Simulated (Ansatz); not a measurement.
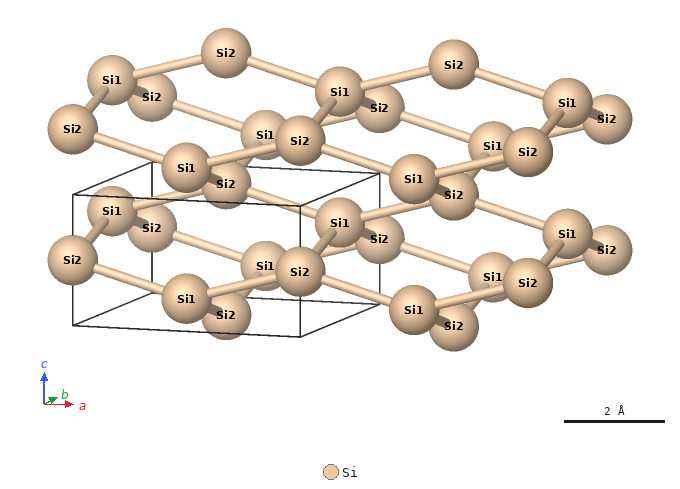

Fig. 1: The starting structure (ball-and-stick view of the cell 2 times as large as that of the calculation, set on its symmetry axes, repeated 2 × 1 × 2, seen slightly off an axis; atoms are numbered from 1 in the order of the input).

Si: geometry relaxation

Si (I4₁/amd, 2 atoms in the cell), computed with DFT PBE, scalar-relativistic, plane waves, PAW, no spin polarisation (Ansatz 0.2.0).

The structure derives from a Materials Project entry. It belongs to a series of runs on one base structure; here: volume × 1.03, shape and atoms relaxed. Figures and captions count atoms from 1; the log counts them from 0 in places.

### Input
```yaml
crystal:
  lattice:
    - [-2.4331025618, 2.4331025618, 1.3357534772]
    - [2.4331025618, -2.4331025618, 1.3357534772]
    - [2.4331025618, 2.4331025618, -1.3357534772]
  atoms:
    - { symbol: Si, position: [0.25, 0.75, 0.5] }
    - { symbol: Si, position: [0.5, 0.5, 0.0] }
basis:
  ecutwfc: 420
kpoints:
  mp_grid: { grid: [18, 18, 18] }
hamiltonian:
  xc: pbe
scf:
  occupations: { method: gaussian, width: 0.1 }
output:
  forces: true
  stress: true
  eigenvalues: true
relax:
  adjacent_minimum: "off"
  f_tol: 0.01
  max_steps: 30
  cell: { stress_tol: 0.1, fix: [volume] }
```

Run on 1 thread of an x86-64 CPU, shared host.

### The program's output
```
Engine: ansatz 0.2.0, x86_64-unknown-linux-gnu
Pseudopotentials: kind: paw
Pseudopotential: Si, paw, valence charge 4, recommended cutoff 420 eV (normal), Si.paw.azcp
Functional definition: PBE
  parameter kappa = 0.804
  parameter beta = 0.06672455060314922
  exchange = pbe_x(kappa = kappa, mu = beta*pi^2/3)
  correlation = pbe_c(beta = beta)
Crystal: 2 atoms, lattice volume = 31.631 Å³
Basis set: ecut = 420 eV, 617 PW (Γ), exchange–correlation on 50×50×50 points (8 copies of the dense FFT grid, shifted against one another)
Bands: 8, of which v1, the nominal top of the filled ones, is band 4 counted from 1 (3 counted from 0)
Symmetry: 16 space group operations
Space group: I41/amd (ITA 141), of the structure as read, at distance tolerance 3.2e-5 Å
k-points: 480 of 5832
Non-local potential: Si, projectors of the file, l = 0: 2, l = 1: 2, l = 2: 2
PAW form: soft (Blöchl's): semilocal exchange-correlation on the pseudo side does not see the compensation charge
PAW one-centre angular grid: Si, 110 points (default); XC on 64 Gauss nodes
Initial density: superposition of atomic densities (neutral atoms: chi_scale 0, normalization atom), corrected by the library's trained network
Initial wavefunctions: pseudopotential atomic-orbital guess
Functional: x = pbe(κ = 0.804, μ = 0.2195149727645171), c = pbe(β = 0.06672455060314922)
SCF iter   1: F=—  HF=-1271.036375 eV  |F-HF|=—  |Δ(HF+E_count)|=         —  Δρ=1.64e-3  dr2=3.72e-4  ethr=1.77e-3  ⟨swp⟩=5.1  Hψ=30913  notcnv=0
preconditioner: auto → none  [metal: Δε(μ)=0.008 eV  Ē_g=9.861 eV  σ=0.100 eV  W_gap=0.05  n_scr=4 (ndim 8)  ℏωp=18.7 eV  f_vac=0.000  D(μ)=0.77/eV (n_scr^D=4)  sad-step TF]
SCF iter   2: F=—  HF=-1271.036489 eV  |F-HF|=—  |Δ(HF+E_count)|=   1.14e-4  Δρ=9.51e-4  dr2=1.24e-4  ethr=4.65e-6  ⟨swp⟩=2.0  Hψ=8391  notcnv=0
SCF iter   3: F=—  HF=-1271.036585 eV  |F-HF|=—  |Δ(HF+E_count)|=   9.56e-5  Δρ=7.53e-5  dr2=1.58e-6  ethr=1.55e-6  ⟨swp⟩=2.0  Hψ=5686  notcnv=0
SCF iter   4: F=—  HF=-1271.036585 eV  |F-HF|=—  |Δ(HF+E_count)|=   4.63e-8  Δρ=2.49e-5  dr2=1.44e-7  ethr=1.97e-8  ⟨swp⟩=1.1  Hψ=3843  notcnv=0
iter 5 did not close the SCF: its close was put off for the readings that it lacked (scf_convergence_deferred on its scf_iter line)
SCF iter   5: F=-1271.036585 eV  HF=-1271.036585 eV  |F-HF|=1.45e-9  |Δ(HF+E_count)|=   2.24e-8  Δρ=3.20e-6  dr2=3.21e-9  ethr=1.80e-9  ⟨swp⟩=2.0  Hψ=5696  notcnv=0
SCF iter   6: F=-1271.036585 eV  HF=-1271.036585 eV  |F-HF|=3.48e-11  |Δ(HF+E_count)|=   1.07e-9  Δρ=5.01e-7  dr2=7.59e-11  ethr=4.01e-11  ⟨swp⟩=1.6  Hψ=12492  notcnv=0
SCF 1 converged in 6 iterations: F = -1271.036585 eV  dr2 = 7.59e-11
  greatest PAW one-centre occupation: 0.653 electrons in one spin orbital (limit 2), on the Si atom at site 1 (counted from 0), in its partial waves of l = 0
relax step   1: F+E_penalty+E_count = -1271.03658494 eV  Δ(F+E_penalty+E_count) = +0.000e0 eV  max|allowed force component| = 2.776e-17 eV/Å  Δτ_max = 0.0000 Å  P = -2.977 GPa  Ω = 31.631 Å³  fix = [volume]  reactions: volume -2.977 GPa  (6 SCF iters, dr2 threshold 1.00e-7 eV, accepted)
Initial density: handed on by an earlier stage of this run
Initial wavefunctions: those handed on with the density
iter 1 solved again at ethr=8.74e-8 eV; its pass at ethr=3.10e-3 eV (dr2=7.00e-6 eV) is discarded
SCF iter   1: F=—  HF=-1271.036664 eV  |F-HF|=—  |Δ(HF+E_count)|=         —  Δρ=1.55e-4  dr2=8.21e-6  ethr=8.74e-8  ⟨swp⟩=2.6  Hψ=32147  notcnv=0
preconditioner: auto → none  [metal: Δε(μ)=0.002 eV  Ē_g=9.861 eV  σ=0.100 eV  W_gap=0.01  n_scr=4 (ndim 8)  ℏωp=18.7 eV  f_vac=0.000  D(μ)=0.79/eV (n_scr^D=4)]
SCF iter   2: F=—  HF=-1271.036661 eV  |F-HF|=—  |Δ(HF+E_count)|=   2.71e-6  Δρ=5.49e-5  dr2=9.65e-7  ethr=8.74e-8  ⟨swp⟩=1.1  Hψ=3912  notcnv=0
SCF iter   3: F=-1271.036661 eV  HF=-1271.036661 eV  |F-HF|=8.67e-10  |Δ(HF+E_count)|=   3.43e-7  Δρ=3.92e-6  dr2=1.99e-9  ethr=2.50e-9  ⟨swp⟩=4.6  Hψ=15465  notcnv=0
SCF 2 converged in 3 iterations: F = -1271.036661 eV  dr2 = 1.99e-9
relax step   2: F+E_penalty+E_count = -1271.03666070 eV  Δ(F+E_penalty+E_count) = -7.576e-5 eV  max|allowed force component| = 2.776e-17 eV/Å  Δτ_max = 0.0000 Å  P = -2.962 GPa  Ω = 31.631 Å³  energy of the carried Pulay correction = -6.949e-7 eV  fix = [volume]  reactions: volume -2.962 GPa  (3 SCF iters, dr2 threshold 2.00e-7 eV, accepted)
iter 1 solved again at ethr=1.10e-7 eV; its pass at ethr=3.10e-3 eV (dr2=8.80e-6 eV) is discarded
SCF iter   1: F=—  HF=-1271.036696 eV  |F-HF|=—  |Δ(HF+E_count)|=         —  Δρ=1.74e-4  dr2=1.03e-5  ethr=1.10e-7  ⟨swp⟩=2.6  Hψ=32126  notcnv=0
preconditioner: auto → none  [metal: Δε(μ)=0.007 eV  Ē_g=9.861 eV  σ=0.100 eV  W_gap=0.04  n_scr=4 (ndim 8)  ℏωp=18.7 eV  f_vac=0.000  D(μ)=0.80/eV (n_scr^D=4)]
SCF iter   2: F=—  HF=-1271.036692 eV  |F-HF|=—  |Δ(HF+E_count)|=   3.36e-6  Δρ=6.22e-5  dr2=1.22e-6  ethr=1.10e-7  ⟨swp⟩=1.1  Hψ=3911  notcnv=0
SCF iter   3: F=-1271.036692 eV  HF=-1271.036692 eV  |F-HF|=1.37e-9  |Δ(HF+E_count)|=   4.23e-7  Δρ=4.83e-6  dr2=3.00e-9  ethr=7.49e-10  ⟨swp⟩=2.9  Hψ=14193  notcnv=0
SCF 3 converged in 3 iterations: F = -1271.036692 eV  dr2 = 3.00e-9
relax step   3: F+E_penalty+E_count = -1271.03669183 eV  Δ(F+E_penalty+E_count) = -3.113e-5 eV  max|allowed force component| = 1.041e-17 eV/Å  Δτ_max = 0.0000 Å  P = -2.944 GPa  Ω = 31.631 Å³  energy of the carried Pulay correction = -1.478e-6 eV  fix = [volume]  reactions: volume -2.944 GPa  (3 SCF iters, dr2 threshold 5.99e-8 eV, accepted)
Initial wavefunctions: pseudopotential atomic-orbital guess (no wavefunctions were taken with the density)
iter 1 solved again at ethr=1.48e-8 eV; its pass at ethr=3.10e-3 eV (dr2=1.18e-6 eV) is discarded
SCF iter   1: F=—  HF=-1271.036694 eV  |F-HF|=—  |Δ(HF+E_count)|=         —  Δρ=5.06e-6  dr2=3.01e-9  ethr=1.48e-8  ⟨swp⟩=3.1  Hψ=42880  notcnv=0
preconditioner: auto → none  [metal: Δε(μ)=0.008 eV  Ē_g=9.861 eV  σ=0.100 eV  W_gap=0.05  n_scr=4 (ndim 8)  ℏωp=18.7 eV  f_vac=0.000  D(μ)=0.80/eV (n_scr^D=4)]
SCF iter   2: F=—  HF=-1271.036694 eV  |F-HF|=—  |Δ(HF+E_count)|=   3.31e-8  Δρ=2.63e-6  dr2=8.11e-10  ethr=3.77e-11  ⟨swp⟩=1.9  Hψ=4721  notcnv=0
SCF iter   3: F=-1271.036694 eV  HF=-1271.036694 eV  |F-HF|=2.27e-13  |Δ(HF+E_count)|=  6.43e-10  Δρ=4.72e-8  dr2=3.48e-13  ethr=1.00e-12  ⟨swp⟩=2.5  Hψ=14579  notcnv=0
SCF 4 converged in 3 iterations: F = -1271.036694 eV  dr2 = 3.48e-13
relax step   4: F+E_penalty+E_count = -1271.03669386 eV  Δ(F+E_penalty+E_count) = -2.029e-6 eV  max|allowed force component| = 2.082e-17 eV/Å  Δτ_max = 0.0000 Å  P = -2.944 GPa  Ω = 31.631 Å³  fix = [volume]  reactions: volume -2.944 GPa  stress off target by 1.40e-2 GPa on what of the cell is left free  SCF on the basis re-selected at this cell (its energy is not comparable with the rows above)  (3 SCF iters)
```

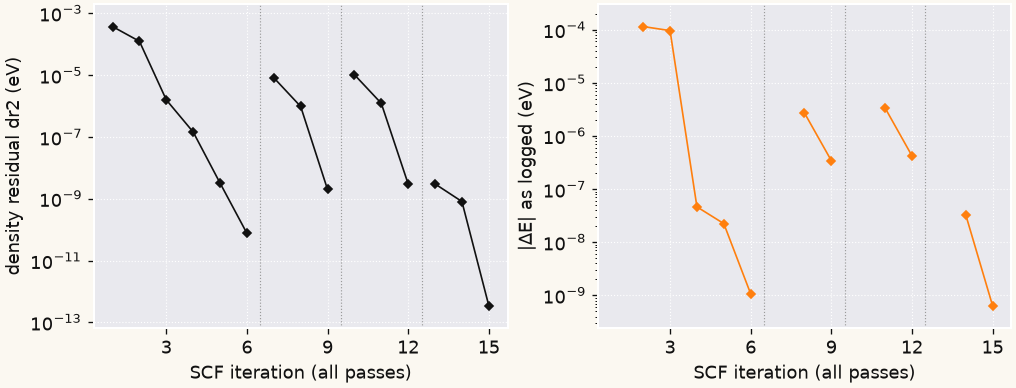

Fig. 2: Convergence of the self-consistent field: density residual dr2 and size of the energy change against the SCF iteration. The dotted lines part the SCF passes of the relaxation: geometry steps, rejected trials and re-solves on a re-selected basis. The passes take 6, 3, 3 and 3 iterations.

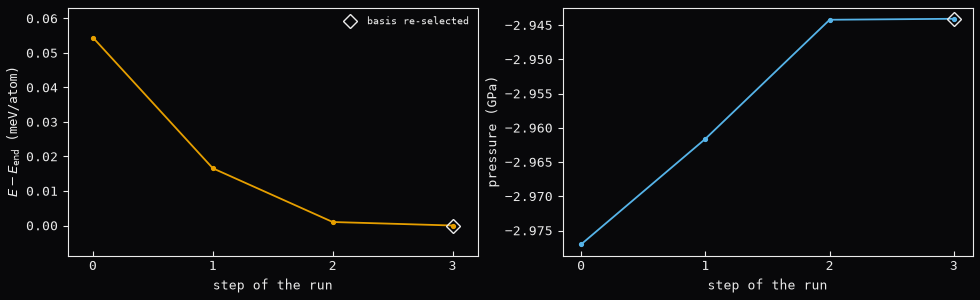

Fig. 3: Progress of the relaxation, step by step (the first geometry is step 0 here and step 1 in the log). The atoms keep their places relative to the cell (all moves are under 0.005 Å). The space group stays I4_1/amd (No. 141). Over 2 geometry steps the energy falls by 0.1 meV per atom. All forces vanish by symmetry, so only the cell relaxes. The pressure goes from −2.98 to −2.94 GPa. A last SCF at the same geometry on a re-selected plane-wave basis shifts the energy by next to nothing (0.0 meV per atom). (Atoms are counted from 1 in the order of the input.)

```
basis re-selected at this cell: Δ(F+E_penalty+E_count) = -2.029e-6 eV, ΔP = +0.000 GPa vs the last step (what re-selecting the basis moved, of the pressure what is left beyond the Pulay correction that the steps carried, after the strain that the cell walked since its last selection, with what the two solves' SCF thresholds leave and, on support functions, any second-order correction that the steps lacked; it is no measure of the basis error at this ecutwfc). This SCF's stress stands 1.40e-2 GPa from its target on what of the cell is left free (relax.cell.stress_tol is 1.00e-1 GPa) and its largest allowed force component is 2.08e-17 eV/Å (relax.f_tol is 1.00e-2 eV/Å): within both
SCF converged after 3 iterations
Free energy (F): -1271.036694 eV
Harris-Foulkes:  -1271.036694 eV  (|F-HF|=2.27e-13)
Internal energy: -1271.032704 eV  (E = F + TS)
E sigma→0 (E₀):  -1271.034699 eV
Entropy (-TS):   -0.003990 eV (-1.995 meV/atom)
Fermi energy:    9.199735 eV
--- Per-component energies (eV) ---
  E_band       = 31.066964
  E_kinetic    = 80.438369
  E_local      = -6.776378  (includes V_loc(G=0)·N_el)
  E_nonlocal   = 50.758922
  E_hartree    = 2.584189
  E_xc         = -110.967665
  E_vxc        = -94.319725  (∫ρ·V_xc dr)
  E_paw        = -1024.727580  (= ΣΔE_a)
  E_vpaw       = -4.202613  (= ΣTr[D̂ρ^β])
  E_aug_tail   = 0.000013  (compensation charges beyond the density's cutoff)
  E_ewald      = -262.342573
  E_smearing   = -0.003990  (= −TS)
  E_closure    = -0.000000  (closes the sum)
  Σ components = -1271.036694   (vs F -1271.036694, Δ=0.00e0)
--- Forces (eV/Å), atoms counted from 1 ---
  atom   1  Si    -0.00000000     0.00000000     0.00000000
  atom   2  Si     0.00000000     0.00000000     0.00000000
  max |Σ_I F_I| component: 4.16e-17 eV/Å
--- Stress (GPa, compression-positive) ---
       -2.951051       0.000000       0.000000
        0.000000      -2.951051       0.000000
       -0.000000      -0.000000      -2.930120
  P = ⅓ Tr σ = -2.9441 GPa (-29.441 kbar)
--- Band table (eV; the first three rows and the last of 480) ---
  k-point 0: bands = ["-4.2188", "6.7798", "6.7798", "7.0067", "10.9268", "16.6302", "17.7563", "17.7563"]
  k-point 1: bands = ["-4.1813", "5.9221", "6.8140", "7.7195", "11.1679", "16.0705", "17.5019", "18.1152"]
  k-point 2: bands = ["-4.0690", "4.9048", "6.9164", "8.3302", "11.8618", "15.1587", "16.9009", "18.0043"]
  k-point 479: bands = ["1.0127", "1.0127", "2.6755", "2.6755", "14.9215", "14.9215", "21.5777", "21.5777"]
--- Relaxed structure (3 steps of the walk, 3 accepted, 1 SCFs on fresh bases) ---
  F+E_penalty+E_count = -1271.03669386 eV   max|allowed force component| = 2.082e-17 eV/Å   (the final SCF, on the basis selected at the relaxed cell)
  cell:  # Å, volume = 31.6306 Å³
    - [-2.43010736884119, 2.43010736884119, 1.3390482328546]
    - [2.43010736884119, -2.43010736884119, 1.3390482328546]
    - [2.43010736884119, 2.43010736884119, -1.3390482328546]
  atoms:
    - { symbol: Si, position: [0.24999999999999997, 0.75, 0.5] }
    - { symbol: Si, position: [0.49999999999999994, 0.49999999999999994, 1.444799481279369e-35] }
```

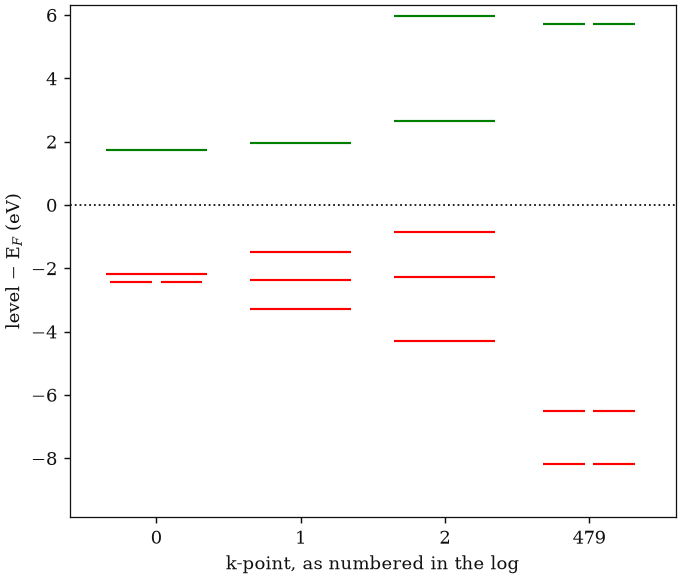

Fig. 4: Kohn–Sham levels near the Fermi level (dotted) at the few k-points that the log prints; levels within 0.02 eV of each other stand side by side. The system is metallic on the full mesh.

### Key numbers

| quantity | value |
| --- | --- |
| outcome | converged |
| space group (tolerance 0.01 Å) | I4₁/amd (141) |
| electrons treated | 8 |
| free energy | −1271.0367 eV |
| Fermi energy | 9.200 eV |
| gap on the k-point mesh | none (metallic) |
| pressure | −2.94 GPa |
| final volume | 31.63 Å³ |
| largest force (length of the vector) at the end | under 0.001 eV/Å |
| final cell | a = 3.688 Å, b = 3.688 Å, c = 3.688 Å, α = 97.57°, β = 97.57°, γ = 137.42° |
| wall time | 37 s |
| peak memory | 0.5 GiB |
